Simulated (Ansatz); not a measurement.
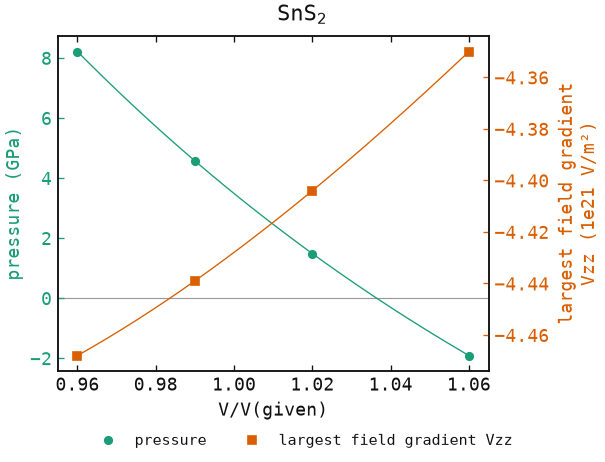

The plot gives the computed pressure and largest field gradient Vzz against V/V(given) for SnS₂, space group P-3m1 (No. 164).

Cell as given: a = 3.598 Å, b = 3.598 Å, c = 5.494 Å, α = 90.00°, β = 90.00°, γ = 120.00°; 3 atoms.

How it was computed, with Ansatz 0.2.0: periodic Kohn-Sham DFT of a crystal at fixed atoms, scaled to the stated factor times the given cell; pressure positive in compression. Level: LDA.

method all-electron PAW; relativity scalar; k mesh 8×8×5; occupations Fermi–Dirac; smearing width 0.01 eV; nucleus Gaussian.

V(given) is 20.53 Å³/atom.

What does the pressure do across the range?

Answer. It falls from 8.2 GPa at V/V(given) 0.96 to −1.9 GPa at 1.06, and changes sign near 1.04.

How does the largest field gradient Vzz vary with V/V(given)?

Answer. It rises from −4.468 1e21 V/m² at V/V(given) 0.96 to −4.350 1e21 V/m² at 1.06.

Caveats: field gradient without spin-orbit coupling on heavy atoms; shape and atomic fractions are frozen while scaling, which makes layered, chain and framework solids too stiff.
